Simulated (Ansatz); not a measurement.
**From Si to Ge**

System: Si (4 atoms in the cell).
Method of run 1: DFT r2SCAN, scalar-relativistic, plane waves, PAW, no spin polarisation (Ansatz 0.2.0).
System of run 2: Ge (R-3m, 4 atoms in the cell).

On run 1: The structure was made by swapping elements on the sites of another compound; it need not be a known phase. On run 2: The structure was made by swapping elements on the sites of another compound; it need not be a known phase. It belongs to a series of runs on one base structure; here: C -> Ge on all its sites, cell and atoms relaxed. Text and figures count atoms from 1; the logs count them from 0 in places.

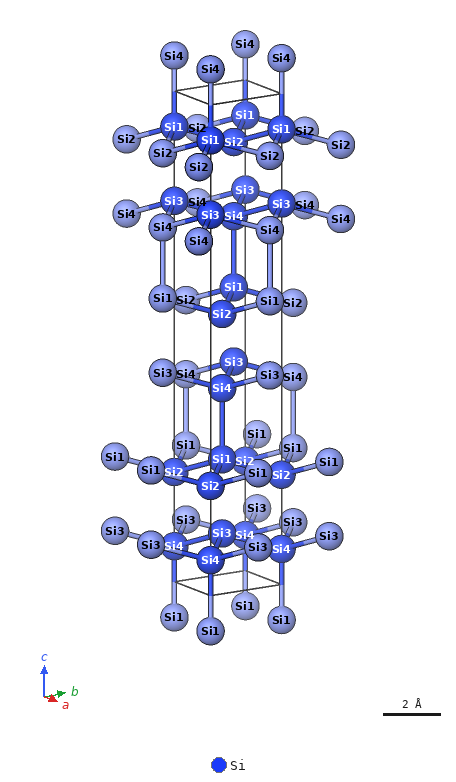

The structure as given in the input (ball-and-stick view of the cell 3 times as large as that of the calculation, set on its symmetry axes, seen slightly off an axis; neighbours outside the cell are drawn fainter; atoms are numbered from 1 in the order of the input). An atom can appear more than once, as a periodic image.

The input, run 1:
```yaml
crystal:
  lattice:
    - [1.9453694813, 1.1231595937, 5.8923013921]
    - [-1.9453694813, 1.1231595937, 5.8923013921]
    - [0.0, -2.2463191874, 5.8923013921]
  atoms:
    - { symbol: Si, position: [0.9276324016, 0.9276324016, 0.9276324016] }
    - { symbol: Si, position: [0.2236622277, 0.2236622277, 0.2236622277] }
    - { symbol: Si, position: [0.7763377723, 0.7763377723, 0.7763377723] }
    - { symbol: Si, position: [0.0723675984, 0.0723675984, 0.0723675984] }
basis:
  ecutwfc: 500
kpoints:
  mp_grid: { grid: [12, 12, 12] }
hamiltonian:
  xc: r2scan
scf:
  occupations: { method: gaussian, width: 0.1 }
output:
  forces: true
  stress: true
  eigenvalues: true
relax:
  adjacent_minimum: "off"
  f_tol: 0.01
  max_steps: 60
  cell: { stress_tol: 0.1 }
```

Launched with:
```bash
ansatz run input.yaml --threads 1 --pin off --max-ram 2560MiB --backend cpu --events-out ev --progress --plain --runs-dir out
```

Hardware: 1 thread of AMD EPYC (Zen 3), 192 GiB of memory available, shared host.

Output, shortened to warnings, some set-up lines, iterations and results (run 1):
```
Basis set: ecut = 500 eV, 1965 PW (Γ), FFT grids on a1−a3, a2−a3, a3, exchange–correlation on 120×120×192 points (64 copies of the dense FFT grid, shifted against one another)
Symmetry: 12 space group operations
k-points: 189 of 1728
Initial density: superposition of atomic densities (neutral atoms: chi_scale 0, normalization atom), corrected by the library's trained network
[...]
SCF iter   1: F=—  HF=-2554.585654 eV  |F-HF|=—  |Δ(HF+E_count)|=         —  Δρ=4.91e-3  dr2=2.64e-2  dr2_τ=2.11e-2  ethr=1.77e-3  ⟨swp⟩=6.1  Hψ=16665  notcnv=0
SCF iter   2: F=—  HF=-2554.615903 eV  |F-HF|=—  |Δ(HF+E_count)|=   3.02e-2  Δρ=3.25e-3  dr2=1.05e-2  dr2_τ=1.63e-5  ethr=1.65e-4  ⟨swp⟩=2.8  Hψ=5961  notcnv=0  defer=11
SCF iter   3: F=—  HF=-2554.614690 eV  |F-HF|=—  |Δ(HF+E_count)|=   1.21e-3  Δρ=3.47e-4  dr2=1.11e-4  dr2_τ=3.21e-6  ethr=6.53e-5  ⟨swp⟩=2.6  Hψ=3657  notcnv=0  defer=11
SCF iter   4: F=—  HF=-2554.614780 eV  |F-HF|=—  |Δ(HF+E_count)|=   9.04e-5  Δρ=1.77e-4  dr2=3.86e-5  dr2_τ=1.52e-7  ethr=6.92e-7  ⟨swp⟩=2.3  Hψ=3793  notcnv=0  defer=11
SCF iter   5: F=—  HF=-2554.614797 eV  |F-HF|=—  |Δ(HF+E_count)|=   1.66e-5  Δρ=3.70e-5  dr2=2.32e-6  dr2_τ=9.76e-9  ethr=2.41e-7  ⟨swp⟩=2.3  Hψ=3816  notcnv=0  defer=11
[... 30 lines ...]
SCF iter   2: F=—  HF=-2554.617281 eV  |F-HF|=—  |Δ(HF+E_count)|=   2.11e-7  Δρ=4.17e-6  dr2=1.33e-8  dr2_τ=2.78e-10  ethr=1.48e-10  ⟨swp⟩=2.1  Hψ=3819  notcnv=0
SCF iter   3: F=—  HF=-2554.617281 eV  |F-HF|=—  |Δ(HF+E_count)|=   1.90e-8  Δρ=1.13e-6  dr2=5.90e-10  dr2_τ=2.84e-11  ethr=8.32e-11  ⟨swp⟩=2.0  Hψ=3775  notcnv=0
SCF iter   4: F=-2554.617281 eV  HF=-2554.617281 eV  |F-HF|=8.46e-11  |Δ(HF+E_count)|=   1.80e-9  Δρ=2.60e-7  dr2=2.14e-11  dr2_τ=1.19e-12  ethr=1.00e-12  ⟨swp⟩=5.8  Hψ=11008 …
SCF 6 converged in 4 iterations: F = -2554.617281 eV  dr2 = 2.14e-11
relax step   6: F+E_penalty+E_count = -2554.61728108 eV  Δ(F+E_penalty+E_count) = -1.999e-5 eV  max|allowed force component| = 4.955e-3 eV/Å  Δτ_max = 0.0000 Å  P = -0.015 …
basis re-selected at this cell: Δ(F+E_penalty+E_count) = -1.999e-5 eV, ΔP = -0.000 GPa vs the last step (what re-selecting the basis moved, of the pressure what is left beyond the Pulay correction that the steps carried, after the strain that the cell walked since its last selection, with what the …
SCF converged after 4 iterations
Free energy (F): -2554.617281 eV
Harris-Foulkes:  -2554.617281 eV  (|F-HF|=8.46e-11)
Internal energy: -2554.611079 eV  (E = F + TS)
E sigma→0 (E₀):  -2554.614180 eV
Entropy (-TS):   -0.006202 eV (-1.551 meV/atom)
Fermi energy:    6.928841 eV
--- Per-component energies (eV) ---
  E_band       = 19.195502
  E_kinetic    = 161.326762
  E_local      = -101.400583  (includes V_loc(G=0)·N_el)
  E_nonlocal   = 99.470130
  E_hartree    = 30.073126
  E_xc         = -205.880316
  E_vxc        = -199.280082  (∫ρ·V_xc dr)
  E_paw        = -2077.172129  (= ΣΔE_a)
  E_vpaw       = -9.138757  (= ΣTr[D̂ρ^β])
  E_aug_tail   = 0.000018  (compensation charges beyond the density's cutoff)
  E_vtau       = 8.071775  (kinetic-family band-sum trace: ∫τ·v_τ [+ j·A + Jᵃ·Aᵃ] dr)
  E_ewald      = -460.722354
  E_core_change = -0.305732  (= ΣΔE_core)
  E_smearing   = -0.006202  (= −TS)
  E_closure    = -0.000000  (closes the sum)
  Σ components = -2554.617281   (vs F -2554.617281, Δ=0.00e0)
--- Forces (eV/Å), atoms counted from 1 ---
  atom   1  Si     0.00000000    -0.00000000    -0.00426943
  atom   2  Si    -0.00000000     0.00000000     0.00495521
  atom   3  Si     0.00000000     0.00000000    -0.00495521
  atom   4  Si     0.00000000     0.00000000     0.00426943
  max |Σ_I F_I| component: 2.78e-17 eV/Å
--- Stress (GPa, compression-positive) ---
       -0.053966       0.000000       0.000000
       -0.000000      -0.053966      -0.000000
        0.000000      -0.000000       0.063642
  P = ⅓ Tr σ = -0.0148 GPa (-0.148 kbar)
--- Relaxed structure (5 steps of the walk, 5 accepted, 1 SCFs on fresh bases) ---
  F+E_penalty+E_count = -2554.61728108 eV   max|allowed force component| = 4.955e-3 eV/Å   (the final SCF, on the basis selected at the relaxed cell)
  cell:  # Å, volume = 77.6638 Å³
    - [1.960620688791926, 1.131964882452767, 5.832314349489392]
    - [-1.960620688791926, 1.131964882452767, 5.832314349489392]
    - [1.1917583599068235e-33, -2.2639297649055354, 5.832314349489392]
  atoms:
[...]
```

For run 2 the input was changed thus:
```diff
-    - [1.9453694813, 1.1231595937, 5.8923013921]
-    - [-1.9453694813, 1.1231595937, 5.8923013921]
-    - [0.0, -2.2463191874, 5.8923013921]
+    - [2.0149598299, 1.1633376002, 6.5228105318]
+    - [-2.0149598299, 1.1633376002, 6.5228105318]
+    - [0.0, -2.3266752004, 6.5228105318]
-    - { symbol: Si, position: [0.9276324016, 0.9276324016, 0.9276324016] }
-    - { symbol: Si, position: [0.2236622277, 0.2236622277, 0.2236622277] }
-    - { symbol: Si, position: [0.7763377723, 0.7763377723, 0.7763377723] }
-    - { symbol: Si, position: [0.0723675984, 0.0723675984, 0.0723675984] }
+    - { symbol: Ge, position: [0.9337484492, 0.9337484492, 0.9337484492] }
+    - { symbol: Ge, position: [0.2242827861, 0.2242827861, 0.2242827861] }
+    - { symbol: Ge, position: [0.7757172139, 0.7757172139, 0.7757172139] }
+    - { symbol: Ge, position: [0.0662515508, 0.0662515508, 0.0662515508] }
```

Predict how the results change.

The total energies belong to different systems, so their difference says nothing on which is more stable or more accurate. The volume per atom goes from 19.42 to 23.06 Å³. The SCF takes 32 iterations over all geometry steps against 28. On the same kind of shared host run 2 took about 2.4 times as long.

Output, shortened to warnings, some set-up lines, iterations and results (run 2):
```
Basis set: ecut = 500 eV, 2351 PW (Γ), FFT grids on a1−a3, a2−a3, a3, exchange–correlation on 120×120×216 points (64 copies of the dense FFT grid, shifted against one another)
Symmetry: 12 space group operations
k-points: 189 of 1728
Initial density: superposition of atomic densities (neutral atoms: chi_scale 0, normalization atom), corrected by the library's trained network
[...]
SCF iter   1: F=—  HF=-17210.227523 eV  |F-HF|=—  |Δ(HF+E_count)|=         —  Δρ=7.61e-3  dr2=2.72e-2  dr2_τ=5.54e-3  ethr=1.77e-3  ⟨swp⟩=6.1  Hψ=24834  notcnv=0
SCF iter   2: F=—  HF=-17210.265826 eV  |F-HF|=—  |Δ(HF+E_count)|=   3.83e-2  Δρ=5.36e-3  dr2=1.76e-2  dr2_τ=2.54e-4  ethr=4.85e-5  ⟨swp⟩=2.0  Hψ=14122  notcnv=0  defer=242
SCF iter   3: F=—  HF=-17210.240565 eV  |F-HF|=—  |Δ(HF+E_count)|=   2.53e-2  Δρ=5.78e-4  dr2=1.52e-4  dr2_τ=5.05e-6  ethr=3.14e-5  ⟨swp⟩=2.0  Hψ=12340  notcnv=0  defer=242
SCF iter   4: F=—  HF=-17210.240594 eV  |F-HF|=—  |Δ(HF+E_count)|=   2.84e-5  Δρ=1.71e-4  dr2=4.98e-5  dr2_τ=7.95e-7  ethr=2.72e-7  ⟨swp⟩=2.0  Hψ=11514  notcnv=0  defer=242
SCF iter   5: F=—  HF=-17210.240577 eV  |F-HF|=—  |Δ(HF+E_count)|=   1.72e-5  Δρ=2.60e-5  dr2=5.51e-7  dr2_τ=8.10e-9  ethr=8.90e-8  ⟨swp⟩=2.0  Hψ=11497  notcnv=0  defer=242
[... 34 lines ...]
SCF iter   3: F=—  HF=-17210.243089 eV  |F-HF|=—  |Δ(HF+E_count)|=   7.56e-8  Δρ=2.98e-6  dr2=2.88e-9  dr2_τ=9.57e-10  ethr=2.53e-11  ⟨swp⟩=2.0  Hψ=11738  notcnv=0
SCF iter   4: F=—  HF=-17210.243089 eV  |F-HF|=—  |Δ(HF+E_count)|=   5.05e-8  Δρ=7.50e-7  dr2=2.03e-10  dr2_τ=5.81e-11  ethr=5.14e-12  ⟨swp⟩=2.0  Hψ=11732  notcnv=0
SCF iter   5: F=-17210.243089 eV  HF=-17210.243089 eV  |F-HF|=3.64e-11  |Δ(HF+E_count)|=   3.46e-9  Δρ=1.28e-7  dr2=1.09e-11  dr2_τ=9.93e-13  ethr=1.00e-12  ⟨swp⟩=4.3  …
SCF 6 converged in 5 iterations: F = -17210.243089 eV  dr2 = 1.09e-11
relax step   6: F+E_penalty+E_count = -17210.24308869 eV  Δ(F+E_penalty+E_count) = -1.472e-4 eV  max|allowed force component| = 5.904e-3 eV/Å  Δτ_max = 0.0000 Å  P = -0.028 …
basis re-selected at this cell: Δ(F+E_penalty+E_count) = -1.472e-4 eV, ΔP = +0.001 GPa vs the last step (what re-selecting the basis moved, of the pressure what is left beyond the Pulay correction that the steps carried, after the strain that the cell walked since its last selection, with what the …
SCF converged after 5 iterations
Free energy (F): -17210.243089 eV
Harris-Foulkes:  -17210.243089 eV  (|F-HF|=3.64e-11)
Internal energy: -17210.234634 eV  (E = F + TS)
E sigma→0 (E₀):  -17210.238861 eV
Entropy (-TS):   -0.008454 eV (-2.114 meV/atom)
Fermi energy:    8.104778 eV
--- Per-component energies (eV) ---
  E_band       = -646.767538
  E_kinetic    = 441.396609
  E_local      = -9857.084119  (includes V_loc(G=0)·N_el)
  E_nonlocal   = 1674.829740
  E_hartree    = 4320.549696
  E_xc         = -275.306021
  E_vxc        = -270.460773  (∫ρ·V_xc dr)
  E_paw        = -8130.887602  (= ΣΔE_a)
  E_vpaw       = -1292.058404  (= ΣTr[D̂ρ^β])
  E_aug_tail   = 0.000062  (compensation charges beyond the density's cutoff)
  E_vtau       = 15.509824  (kinetic-family band-sum trace: ∫τ·v_τ [+ j·A + Jᵃ·Aᵃ] dr)
  E_ewald      = -5379.389937
  E_core_change = -4.343063  (= ΣΔE_core)
  E_smearing   = -0.008454  (= −TS)
  E_closure    = 0.000000  (closes the sum)
  Σ components = -17210.243089   (vs F -17210.243089, Δ=0.00e0)
--- Forces (eV/Å), atoms counted from 1 ---
  atom   1  Ge     0.00000000    -0.00000000     0.00325059
  atom   2  Ge    -0.00000000     0.00000000     0.00590449
  atom   3  Ge     0.00000000    -0.00000000    -0.00590449
  atom   4  Ge     0.00000000     0.00000000    -0.00325059
  max |Σ_I F_I| component: 9.25e-18 eV/Å
--- Stress (GPa, compression-positive) ---
       -0.032429       0.000000      -0.000000
        0.000000      -0.032429      -0.000000
       -0.000000      -0.000000      -0.019359
  P = ⅓ Tr σ = -0.0281 GPa (-0.281 kbar)
--- Relaxed structure (5 steps of the walk, 5 accepted, 1 SCFs on fresh bases) ---
  F+E_penalty+E_count = -17210.24308869 eV   max|allowed force component| = 5.904e-3 eV/Å   (the final SCF, on the basis selected at the relaxed cell)
  cell:  # Å, volume = 92.2259 Å³
    - [2.010300056503516, 1.1606472787742248, 6.5878031406010455]
    - [-2.010300056503516, 1.1606472787742248, 6.5878031406010455]
    - [-8.797538889680542e-35, -2.3212945575484505, 6.5878031406010455]
[...]
```

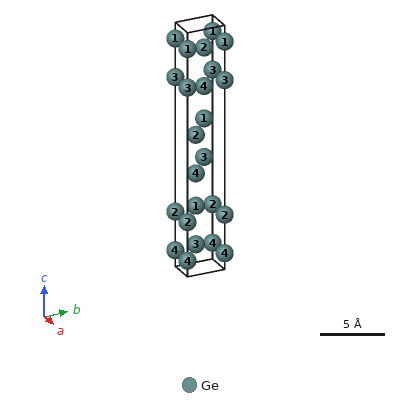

The input structure of run 2 (spheres-only view of the cell 3 times as large as that of the calculation, set on its symmetry axes, seen slightly off an axis; atoms are numbered from 1 in the order of the input). An atom can appear more than once, as a periodic image.

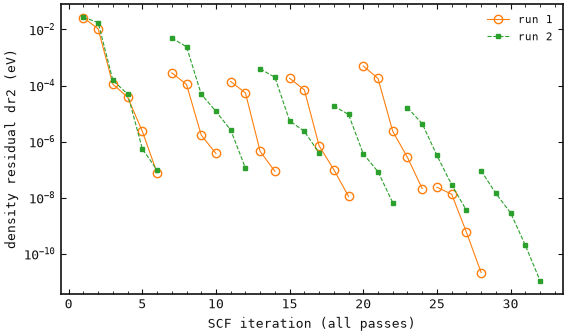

Convergence of the two runs: density residual dr2 against the SCF iteration. A break in a curve parts two SCF passes. Run 1 takes 28 iterations in all, and run 2 takes 32.

The two runs side by side:

| quantity | run 1 | run 2 |
| --- | --- | --- |
| outcome | converged | converged |
| free energy per atom (eV) | −638.6543 | −4302.5608 |
| energy per atom, smearing taken to zero (eV) | −638.6535 | −4302.5597 |
| gap on the mesh (eV) | 0.00 | 0.00 |
| pressure (GPa) | −0.01 | −0.03 |
| volume per atom (Å³) | 19.42 | 23.06 |
| largest force (eV/Å) | 0.005 | 0.006 |
| SCF iterations | 28 | 32 |
| irreducible k-points | 189 | 189 |
| wall time (shared host) | 2.7 min | 6.3 min |
